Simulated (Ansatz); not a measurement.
System: MoS₂, space group R3m (No. 160).

The given structure:
```xyz
3
Lattice="1.5800 0.9122 6.1500 -1.5800 0.9122 6.1500 0.0000 -1.8244 6.1500" Properties=species:S:1:pos:R:3 pbc="T T T"
Mo    0.0000    0.0000    0.0000
S     0.0000    0.0000    7.6936
S     0.0000    0.0000    4.6125
```

Calculation (Ansatz 0.2.0): Born effective charges by linear response at the zone centre, in units of the proton charge, Cartesian axes of the given cell; plane-wave DFT, no spin polarisation. Level: PBEsol.

- k mesh: 8×8×8
- occupations: fixed
- potentials: Ansatz PAW
- wave cutoff: 420 eV
- density cutoff: 1680 eV
- program settings: xc grid level 2, xc grid task field_response

Describe the result: the mean Born effective charge of each atom. The cases: Mo; S 1; S 2.

The largest in size is that of Mo, −0.98 e, and the charges add up to 0.00 e. Mo is the most anisotropic: its diagonal components run from −1.09 to −0.75 e. The Born charge xx, in e, is −1.09 for Mo, 0.54 for S 1 and 0.55 for S 2. The Born charge zz, in e, is −0.750 for Mo, 0.332 for S 1 and 0.418 for S 2.

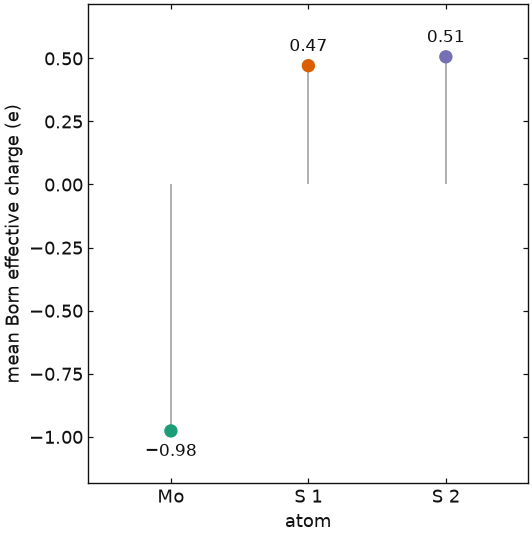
